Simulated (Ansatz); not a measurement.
System: HfN, space group Pm-3m (No. 221), 2 atoms in the cell, CsCl type.

Space group Pm-3m (No. 221). a = 2.790 Å, b = 2.790 Å, c = 2.790 Å, α = 90.00°, β = 90.00°, γ = 90.00°
| atom | site | symmetry | x | y | z |
| --- | --- | --- | --- | --- | --- |
| Hf | 1a | m-3m | 0.0000 | 0.0000 | 0.0000 |
| N | 1b | m-3m | 0.5000 | 0.5000 | 0.5000 |

Ansatz 0.2.0; DFT PBEsol, scalar-relativistic, plane waves, PAW, no spin polarisation, 12×12×12 k mesh, 420 eV cutoff, Gaussian smearing of 0.05 eV.

Predict the main features of the band structure and density of states. The path is Γ–X–M–Γ–R–X|R–M.

A metal: 2 bands cross the Fermi level along this path. Bands cross the Fermi level on Γ–X, M–Γ, Γ–R, R–X and R–M, and not on X–M. The density of states at the Fermi level is about 1 per eV and cell (mean within 0.25 eV), or 0.5 per atom. By projected weight, the states within 0.3 eV of the Fermi level are Hf 5d (85 %) and N 2p (10 %).

The structure was built from a prototype or by substitution, so it need not be a known phase. The electron count is odd and the run has no spin polarisation, so a magnetic state may lie lower. Spin-orbit coupling is left out, which matters for Hf.

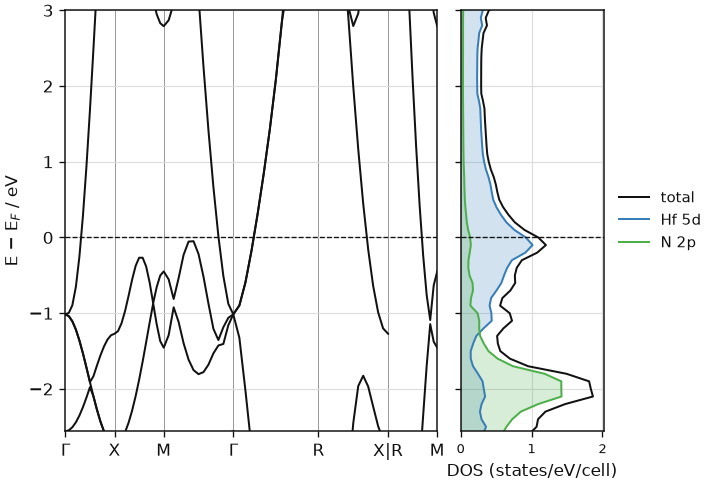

Band structure and density of states. Energies are counted from the Fermi level. The partial curves are projected on Löwdin-orthogonalised atomic shells.
